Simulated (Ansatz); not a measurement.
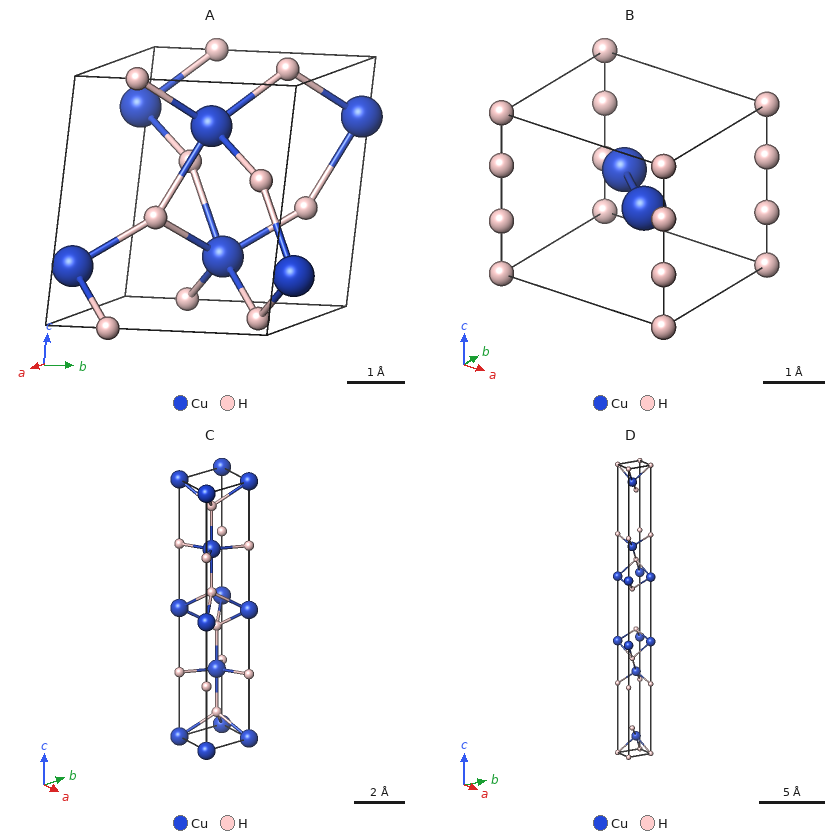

Four structures of Cu₂H₃, each relaxed to rest (conventional cells in solid outline, small ones repeated, each panel with its own scale). Method: DFT PBE, scalar-relativistic, plane waves, PAW (Ansatz 0.2.0), without spin polarisation.

**What are the structures shown?**

A: 10 atoms a cell on a base-centred monoclinic lattice, C2; B: 5 atoms a cell on a primitive hexagonal lattice, P6/mmm; C: 10 atoms a cell on a primitive hexagonal lattice, P6_3/mmc; D: 15 atoms a cell on a rhombohedral (trigonal R) lattice, R-3m.

**Which of these is lowest in energy, and how far above it do the others lie?**

D, then A (+37 meV/atom), C (+63 meV/atom) and B (+518 meV/atom), energies at zero smearing.

**Collect the results in a table.**

| panel | structure | E − E(lowest) (meV/atom) | volume (Å³/atom) | gap (eV) |
| --- | --- | --- | --- | --- |
| D | R-3m | 0 | 9.1 | metal |
| A | C2 | 37 | 7.5 | metal |
| C | P6_3/mmc | 63 | 7.5 | metal |
| B | P6/mmm | 518 | 9.2 | metal |

Some of these may be structure types tried for this composition rather than known phases, and the most stable form need not be among them. Gaps are taken on the k-mesh or band path of each run.
